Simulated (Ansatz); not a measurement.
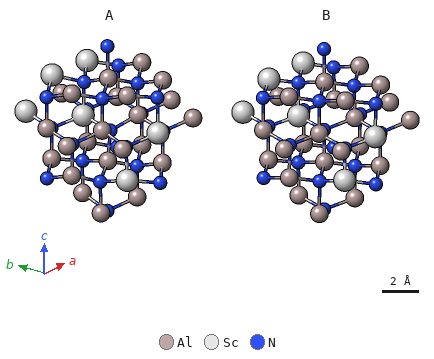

Two geometries of a crystal of Al39Sc9N48 (a generated structure, set up in P1), drawn at one scale. One is the start of a relaxation, the other its converged end. The picture is a ball-and-stick view of the atoms within 5.0 Å of the atom that moves most (axes of the cell of the calculation (origin shifted)), seen from a free direction.

The calculation used DFT, PBEsol, PAW, plane waves (Ansatz 0.2.0). Set-up: plane-wave cutoff 420 eV; k-point mesh 1 × 1 × 1; mesh shifted by (0.5, 0.5, 0.5); no spin polarisation; cell relaxed at fixed alpha, beta, gamma; force threshold 0.03 eV/Å; at most 80 steps.

### Which one is relaxed?

Structure A is the relaxed one. The energy falls by 98.1 meV per atom in 7 geometry steps. The largest force component goes from 4.5 to 0.0082 eV/Å. The pressure goes from 3.29 to 0.00 GPa. The largest move relative to the cell is that of an N atom, 0.27 Å roughly along [0 −2 −1]. Largest moves by element: N 0.27 Å, Al 0.16 Å, Sc 0.12 Å. The volume changes by +0.8 %, with a 9.671 → 9.561 Å (−1.1 %), b 11.167 → 11.090 Å (−0.7 %), c 9.766 → 10.027 Å (+2.7 %). Some distances before and after: Sc–Sc 3.065 → 3.298 Å, Sc–Sc 3.042 → 3.224 Å, N–Sc 1.989 → 2.166 Å, N–Sc 1.892 → 2.064 Å. Among the angles between lasting bonds that change: Al–N–Al 103.5° → 113.6°, Sc–N–Sc 114.1° → 104.7°, Al–N–Sc 115.0° → 105.9°. The space group stays P1 (No. 1). Cost: 10 s on 1 × NVIDIA GB300 Max-Q with 8 threads of Arm Neoverse-V2, peak memory 2.1 GiB.
